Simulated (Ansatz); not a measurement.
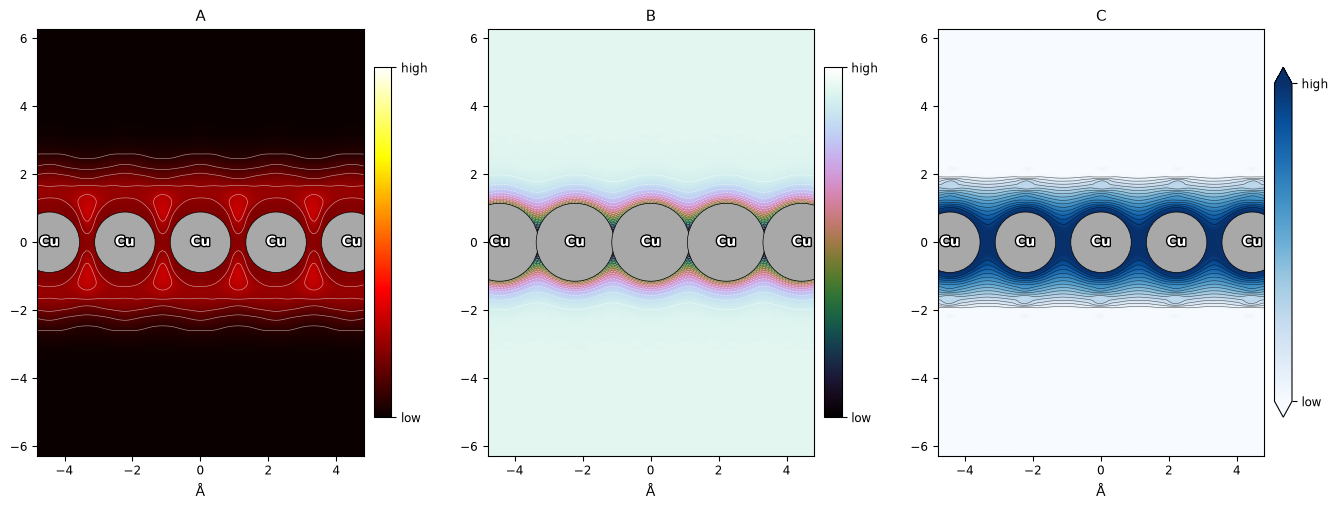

Cu: 3 fields on the (001) plane of the conventional cell, with unlabelled colour scales. Grey discs cover the atomic cores.

Space group P-1; a structure from a database of computed crystals, not necessarily the ambient phase; changed on purpose from its base cell (all atoms moved at random, cell strained at random); computed without spin polarisation.

These are results of DFT PBE, scalar-relativistic, plane waves, PAW (Ansatz), not measurements.

```
Cu
1.0
    -0.06715    2.22266    0.03104
   -11.86564    0.34711    0.06074
    -4.82710    0.43945   21.95342
Cu
1
Direct
  0.50000 0.50000 0.50000
```

Q: Which field does each panel show? The fields are: electron localisation function, electrostatic potential energy of an electron and valence pseudo-density.

A: Panel A: electron localisation function. Panel B: electrostatic potential energy of an electron (low next to the atoms, rising into the space between them). Panel C: valence pseudo-density.
